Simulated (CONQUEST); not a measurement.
# InP: 7 runs along one coordinate

System: InP (4 atoms in the cell).
Method: Kohn-Sham DFT of a periodic cell, PBEsol, PseudoDojo NC PBEsol, no spin polarisation (CONQUEST 1.3).

The 7 runs differ only in the geometry, by an even scaling of the cell at fixed fractional positions. The structure derives from an entry of the Crystallography Open Database.

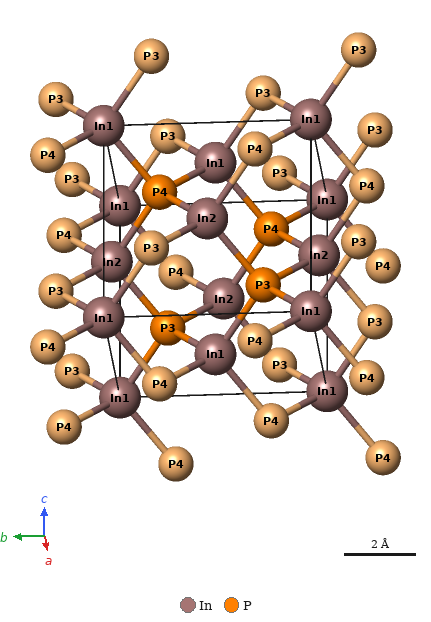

Figure 1. The structure of run 4 (ball-and-stick view of the cell 2 times as large as that of the calculation, set on its symmetry axes, seen at an oblique angle; neighbours outside the cell are drawn fainter; atoms are numbered from 1 in the order of the input).

**Input of run 4**
```
IO.Title InP
IO.Coordinates coords.dat
IO.FractionalAtomicCoords T
IO.Iprint 2
IO.Iprint_init 1
General.NumberOfSpecies 2
General.PseudopotentialType hamann
AtomMove.TypeOfRun static
AtomMove.FullStress T
Grid.PointsAlongX 40
Grid.PointsAlongY 40
Grid.PointsAlongZ 60
DM.SolutionMethod diagon
Diag.MPMesh T
Diag.GammaCentred T
Diag.MPMeshX 7
Diag.MPMeshY 7
Diag.MPMeshZ 5
Diag.kT 0.00183747
minE.SCTolerance 1e-6
SC.MaxIters 100
IO.AtomChargeOutput T
%block ChemicalSpeciesLabel
1 114.820 In
2 30.970 P
%endblock
```

Command:
```bash
Conquest
```

Lattice vectors (Å) and fractional positions of run 4:
```
   4.144353    0.000000    0.000000
   0.000000    4.144353    0.000000
   0.000000    0.000000    5.861000
In  0.000000  0.000000  0.000000
In  0.500000  0.500000  0.500000
P   0.000000  0.500000  0.250000
P   0.500000  0.000000  0.750000
```

Run 3 has the same physical settings and fractional positions; its lattice vectors (Å) are:
```
   4.116538    0.000000    0.000000
   0.000000    4.116538    0.000000
   0.000000    0.000000    5.821663
```

**Results, with one run withheld**

```csv
run,volume per atom (Å³),"free energy per atom, from the lowest run given (meV)",pressure (GPa),gap on the mesh (eV)
1,23.657,36.26,6.42,1.04
2,24.160,19.24,4.47,0.91
3,24.663,?,?,?
4,25.167,1.63,1.22,0.66
5,25.670,0.00,−0.15,0.55
6,26.173,2.56,−1.48,0.43
7,26.677,8.86,−2.52,0.32
```

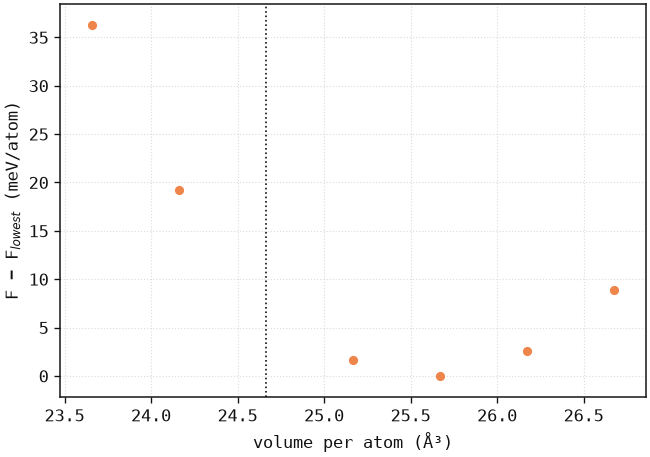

Figure 2. Free energy per atom of the runs given; the dotted line marks run 3.

What should run 3 give?

A cubic polynomial in V^(−2/3) (the Birch–Murnaghan form), fitted to the 6 runs given, misses them by at most 0.01 meV per atom. With x = V^(−2/3) − 0.11630 Å⁻², it reads F = 1.2955 + 2215.3 x + 9.2994e+05 x² + 8.1706e+05 x³ (meV per atom). At run 3 it gives 7.88 meV per atom, and the run itself gives 7.90. The slope of the fit gives a pressure −dF/dV of 2.77 GPa there, and the run prints 2.76 GPa. The fit has its minimum at 25.606 Å³ per atom, where V d²F/dV² gives 68.3 GPa: the bulk modulus at this level, since symmetry fixes the shape and the positions. The gap on the mesh goes, without turning, from 1.04 eV in run 1 to 0.32 eV in run 7; run 3 has 0.78 eV. These are gaps of this functional on this mesh, which can miss the band edges; they aren't the measured gap.

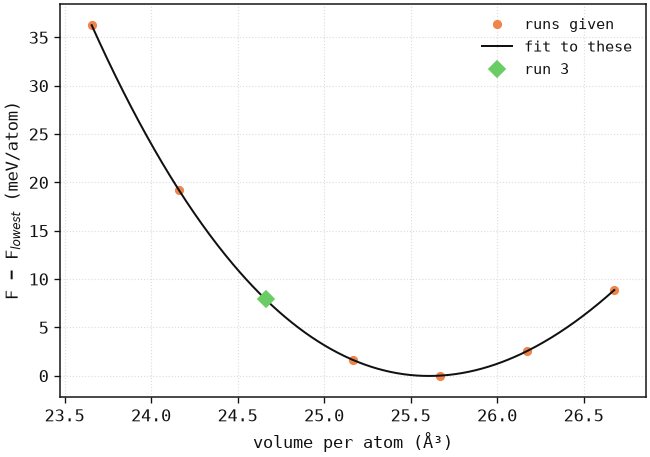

Figure 3. The fit and the withheld run.

**Some lines of the output (run 3)**
```
[...]
          DFT Total Energy                 :      -146.434251405146370 Ha
          Free Energy (E-TS)               :      -146.435032347715861 Ha
          DFT Total Energy                 :      -146.434927872762188 Ha
          Free Energy (E-TS)               :      -146.434943439328180 Ha
          DFT Total Energy                 :      -146.434940838719939 Ha
          Free Energy (E-TS)               :      -146.434941970933892 Ha
          DFT Total Energy                 :      -146.434941777803431 Ha
          Free Energy (E-TS)               :      -146.434941965649500 Ha
          DFT Total Energy                 :      -146.434941779169151 Ha
          Free Energy (E-TS)               :      -146.434941964368022 Ha
          DFT Total Energy                 :      -146.434941781474379 Ha
      | Free Energy as E-TS      =      -146.434941964368022 Ha
      |* DFT total energy        =      -146.434941781474379 Ha
    force: Average pressure:      2.75948768 GPa
```

Notes: With a small basis of atomic orbitals these values can differ much from converged plane-wave results.
